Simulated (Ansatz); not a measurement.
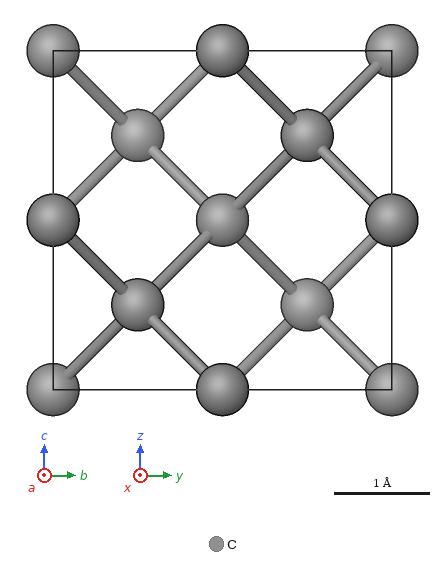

A scan of crystalline C (Fd-3m): the cell is strained equally along x and y and separately along z, with the atoms kept at their fractional coordinates. x, y and z are the Cartesian axes of the input. The picture shows the reference cell. Style: ball-and-stick. Shown: the conventional cell (4 times the calculation's cell), along the a axis. Lengths and directions refer to the drawn axes.

Method: Ansatz 0.2.0, DFT PBE, scalar-relativistic, plane waves, PAW. Settings: plane-wave cutoff 420 eV; k-point mesh 12 × 12 × 12; occupations gaussian; smearing width 0.05 eV; no spin polarisation. Energies (free energies at the smearing named) are counted from the cell as listed in its source, which wasn't relaxed.

```xyz
2
Lattice="0.0000 1.7834 1.7834 1.7834 0.0000 1.7834 1.7834 1.7834 0.0000" Properties=species:S:1:pos:R:3 pbc="T T T"
C     1.7834    1.7834    1.7834
C     2.6751    2.6751    2.6751
```

Question: Predict the energy profile on a grid with rows −0.080, −0.040, 0.000, 0.040, 0.080 and columns −0.080, −0.040, 0.000, 0.040, 0.080 (strain along x and y; strain along z).

Answer: Rows: strain along x and y; columns: strain along z; values in meV/atom.

|  | −0.080 | −0.040 | 0.000 | 0.040 | 0.080 |
| --- | --- | --- | --- | --- | --- |
| −0.080 | 572 | 408 | 328 | 323 | 385 |
| −0.040 | 261 | 132 | 78 | 91 | 165 |
| 0.000 | 134 | 34 | 0 | 27 | 107 |
| 0.040 | 152 | 75 | 57 | 93 | 177 |
| 0.080 | 282 | 224 | 219 | 261 | 346 |

In pairs of (strain along x and y; strain along z): the lowest computed point lies at (0.000, 0.000) (0 meV/atom), the highest at (−0.080, −0.080) (572 meV/atom). The valley is tilted: raising the in-plane strain is made harder by raising the strain along z (cross term 0.16 of the geometric mean of the two curvatures). Over the ranges scanned the energy rises more along the first axis, the in-plane strain. The pressure runs from −63.8 GPa at (0.080, 0.080) to 174.2 GPa at (−0.080, −0.080).
